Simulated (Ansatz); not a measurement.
Consider BP.

The calculation's input:

```
crystal:
  lattice:
    - [0.0, 2.17824, 2.45052]
    - [2.17824, 0.0, 2.45052]
    - [2.17824, 2.17824, 0.0]
  atoms:
    - { symbol: B, position: [0.0, 0.0, 0.0] }
    - { symbol: P, position: [0.75, 0.75, 0.75] }
basis:
  ecutwfc: 420
kpoints:
  mp_grid: { grid: [10, 10, 10] }
hamiltonian:
  xc: pbesol
scf:
  occupations: { method: gaussian, width: 0.05 }
output:
  forces: true
  stress: true
  eigenvalues: true
  write_density: true
  write_potential: true
  elf: true
  volumetric_format: npy
```

Launched as:

```sh
ansatz run input.yaml --threads 1 --pin off --max-ram 1228MiB --backend cpu --events-out ev --progress --plain --runs-dir out
```

Below, planes, directions and counts refer to the conventional cell (a = 3.08 Å, b = 3.08 Å, c = 4.90 Å, α = 90.00°, β = 90.00°, γ = 90.00°).

Space group I-4m2; changed on purpose from its base cell (strain -0.040 along x and y, +0.080 along z, atoms carried along).

These are results of DFT PBEsol, scalar-relativistic, plane waves, PAW (Ansatz 0.2.0), not measurements.

**Predict the valence pseudo-density and electron localisation function between the atoms.**

B–P (1.97 Å): ρ at the midpoint is about 0.88 e/Å³; the ELF peaks at about 0.95 between the atoms: a shared electron pair.

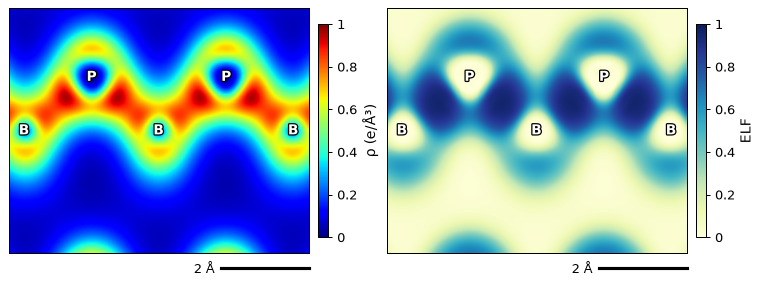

Computed valence pseudo-density and electron localisation function on the (100) plane of the conventional cell, in this order. 

The density is the valence pseudo-density of a PAW calculation; it isn't the true density close to the nuclei.
